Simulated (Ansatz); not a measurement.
Input file:

```
crystal:
  lattice:
    - [-4.5370201173, 4.5370201173, 2.1061448736]
    - [4.5370201173, -4.5370201173, 2.1061448736]
    - [4.5370201173, 4.5370201173, -2.1061448736]
  atoms:
    - { symbol: Bi, position: [0.1456555, 0.3543445, 0.5] }
    - { symbol: Bi, position: [0.8543445, 0.6456555, 0.5] }
    - { symbol: Bi, position: [0.6456555, 0.1456555, 0.791311] }
    - { symbol: Bi, position: [0.3543445, 0.8543445, 0.208689] }
hamiltonian:
  xc: pbesol
  pseudopotentials: { kind: paw }
kpoints:
  mp_grid: { grid: [7, 7, 7] }
scf:
  occupations: { method: fermi_dirac, width: 0.05 }
output:
  forces: true
  stress: true
  eigenvalues: true
  write_density: true
  write_potential: true
  elf: true
  volumetric_format: npy
```

Launched as:

```sh
ansatz run input.yaml --threads 2 --pin off --max-ram 5632MiB --backend cpu --events-out ev --progress --plain --runs-dir out
```

Below, planes, directions and counts refer to the conventional cell (a = 9.07 Å, b = 9.07 Å, c = 4.21 Å, α = 90.00°, β = 90.00°, γ = 90.00°).

Space group I4/mcm; a structure from a database of computed crystals, not necessarily the ambient phase; computed pressure about −4 GPa in this cell.

Computed with Ansatz 0.2.0, Kohn-Sham DFT of a periodic cell, PBEsol, Ansatz PAW.

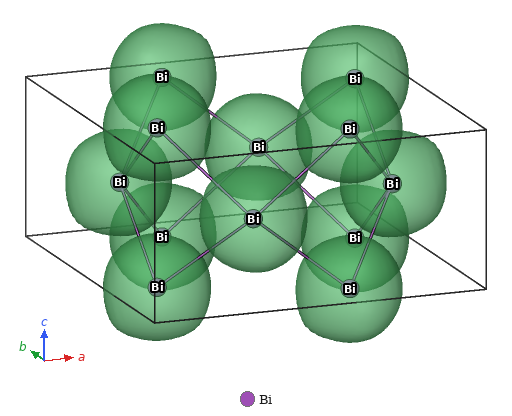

Bi. Isosurface of the valence electron density at 0.2 e/Å³ (green), seen slightly off an axis. Sticks mark near contacts.

In a PAW calculation such maps are meaningful between the atoms, not at the nuclei.

Q: Which contacts does the surface bridge?

A: At this value the density breaks into separate islands; it holds about 85 % of the electrons treated as valence (semicore included). It bridges none of the near contacts. It is pinched off along the sampled Bi–Bi (3.38 Å) contacts. On the grid the lowest density along these lines, outside the cores, is 0.17 e/Å³ (Bi–Bi, 3.38 Å).

Q: Does the calculation give a band gap?

A: It is metallic or semimetallic at this level of theory: no gap opens.
